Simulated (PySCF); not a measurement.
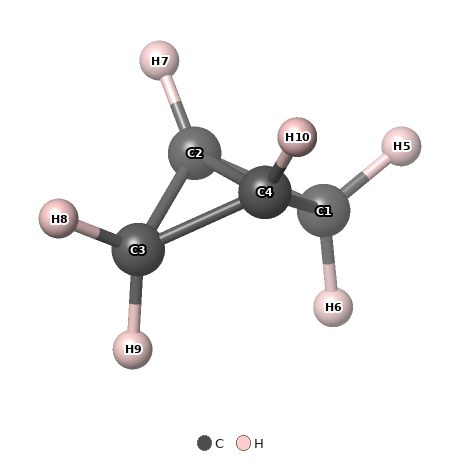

C₄H₆ (bicyclo[1.1.0]butane), SMILES C1[C@H]2C[C@@H]12. Simulated ¹H spectrum at 90 MHz, line width 1.5 Hz, from GIAO shifts (PBE/pcSseg-2, against TMS) and couplings (B3LYP/pcJ-1), PySCF, at a PBE0-D3(BJ)/def2-SVP geometry (no frequency check). Gas phase, values of one conformer, averaged over methyl-type rotors and exact or near symmetry; couplings among ¹H are treated exactly, other nuclei are left out. The spin-dipole term of J is left out for all pairs.

Question: Give the shifts and couplings that make up the spectrum.

Answer:
```tsv
δ (ppm)	nuclei	atoms
1.40	2	H7, H10
1.39	2	H5, H8
0.36	2	H6, H9
```

The order of signals that lie close, as those under 0.08 ppm apart, is within the error of the method.


```csv
pair,J (Hz)
H5–H8,5.7
H7/H10 – H5/H8,2.9
H6–H9,1.8
```

Not listed: couplings under 0.5 Hz, those between magnetically equivalent nuclei.

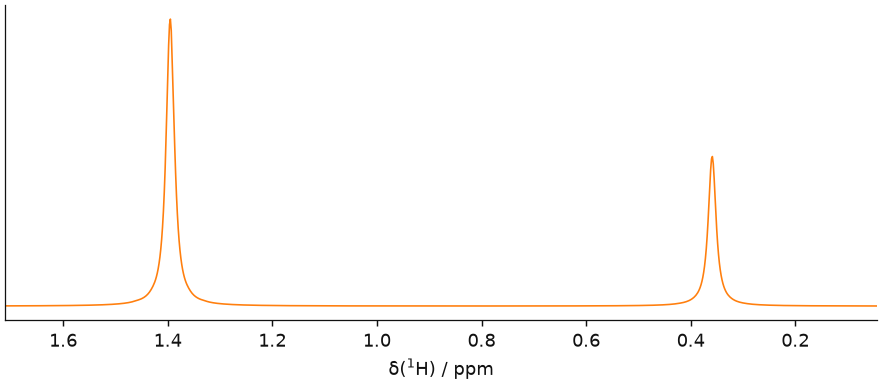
